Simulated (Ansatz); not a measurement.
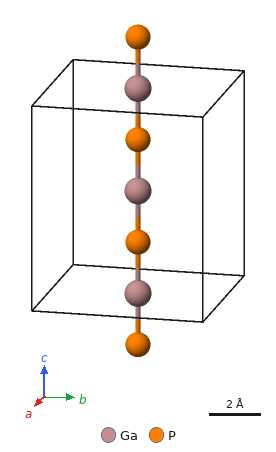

This is the input geometry for a relaxation of a wire of composition GaP. A ball-and-stick model of the 2 repeat of the cell, with the vacuum cut short, seen slightly off an axis.

Case: linear chain of atoms.

Computed with DFT PBEsol, scalar-relativistic, plane waves, PAW in Ansatz.

Input
```yaml
crystal:
  lattice:
    - [9.0, 0.0, 0.0]
    - [0.0, 9.3, 0.0]
    - [0.0, 0.0, 4.2388524166]
  atoms:
    - { symbol: Ga, position: [0.5, 0.5, 0.0], spin: 0.5 }
    - { symbol: P, position: [0.5, 0.5, 0.5], spin: 0.5 }
basis:
  ecutwfc: 420
kpoints:
  mp_grid: { grid: [1, 1, 15] }
hamiltonian:
  xc: pbesol
scf:
  occupations: { method: gaussian, width: 0.05 }
output:
  forces: true
  stress: true
  eigenvalues: true
  populations: true
  write_density: true
  write_potential: true
  elf: true
  volumetric_format: npy
magnetization:
  spin_polarized: true
relax:
  adjacent_minimum: "off"
  f_tol: 0.01
  max_steps: 45
  cell: { fix: [a, b, alpha, beta, gamma], stress_tol: 0.03 }
```

Run as
```bash
ansatz run input.yaml --threads 2 --pin off --max-ram 5120MiB --backend cpu --events-out ev --progress --plain --runs-dir out
```

Question: What does the optimiser find from here?

Answer: The atoms keep their places relative to the layer's centre (all moves are under 0.005 Å). Along the periodic axis the drawn cell goes c 8.478 → 8.695 Å (+2.6 %). Some distances before and after: Ga1–P2 2.119 → 2.174 Å. Over 4 accepted moves (5 points after the start) the energy falls by 32.9 meV per cell of the calculation. All forces vanish by symmetry, so only the cell relaxes. The SCF was repeated once at an unchanged geometry on a basis and grid sized afresh for the cell, which shifted the energy by 0.3 meV per cell of the calculation at most. Cost: 8.3 s on 2 threads of AMD EPYC 9R45 96-Core Processor (Zen 5) (shared host), peak memory 0.63 GiB.

After the run, drawn alike:

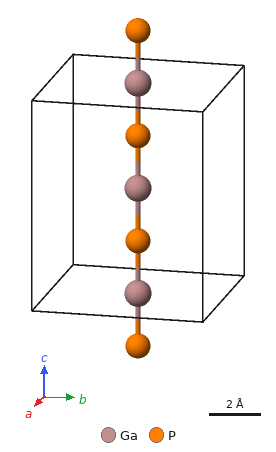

Limits of the set-up: the k-point mesh is coarse for a cell with partly filled bands.
